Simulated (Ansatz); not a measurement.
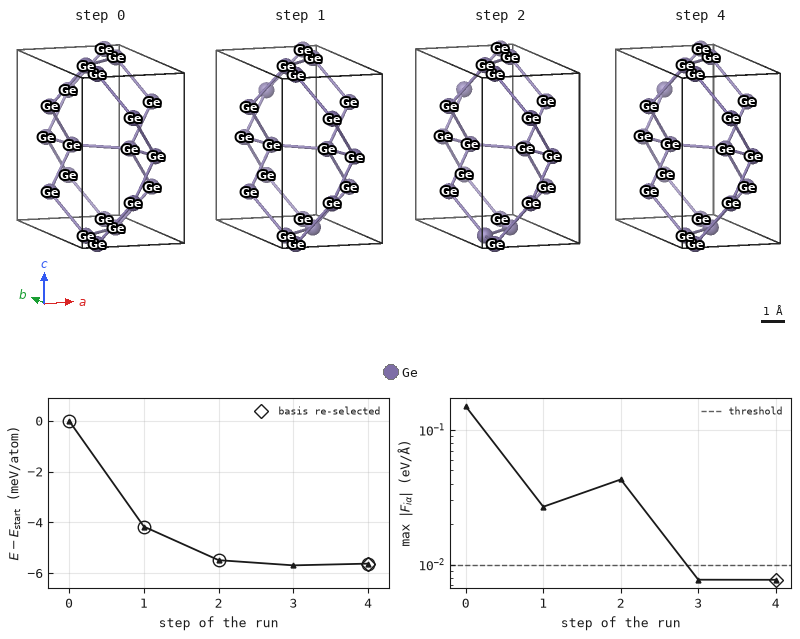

Frames of a relaxation of crystalline Ge (a generated structure, set up in Cccm), marked on the history of the run. The picture is a ball-and-stick view of the conventional cell (2 times the calculation's cell), seen slightly off an axis. Lengths and directions refer to the drawn axes.

Level of theory: DFT PBE, scalar-relativistic, plane waves, PAW in Ansatz. (plane-wave cutoff 420 eV; k-point mesh 10 × 10 × 6; occupations gaussian; smearing width 0.1 eV; no spin polarisation; cell and atoms relaxed; force threshold 0.01 eV/Å; at most 80 steps)

### What happens along the run?

The energy falls by 5.6 meV per atom in 3 accepted moves (4 points after the start). Largest force component: 0.15 eV/Å at the start, 0.0077 eV/Å at the end. Pressure: 0.09 GPa at the start and −0.02 GPa at the end. The SCF was repeated once at an unchanged geometry on a basis and grid sized afresh for the cell, which shifted the energy by 0.1 meV per atom at most. The largest moves relative to the cell, 0.044 Å, are those of Ge atoms. The drawn cell changes as follows: a 4.699 → 4.505 Å (−4.1 %), b 8.948 → 9.158 Å (+2.3 %), c 7.508 → 7.504 Å (0.0 %); the volume changes by −1.9 %. Among the contacts that change: Ge–Ge 2.780 → 2.725 Å, Ge–Ge 2.581 → 2.612 Å, Ge–Ge 2.498 → 2.505 Å. Bond angles that change, for instance: Ge–Ge–Ge 141.0° → 145.9°, Ge–Ge–Ge 97.2° → 93.9°. The space group stays Cccm (No. 66). The run took 3.3 min on 1 thread of Intel(R) Xeon(R) Platinum 8488C (Sapphire Rapids), with other jobs on the host, peak memory 0.91 GiB. From step 0 to 1: Ge atoms move most (0.04 Å), volume −1.4 %, energy −4.2 meV per atom. From step 1 to 2: volume −1.1 %, energy −1.3 meV per atom. From step 2 to 4: volume +0.6 %, energy −0.1 meV per atom.
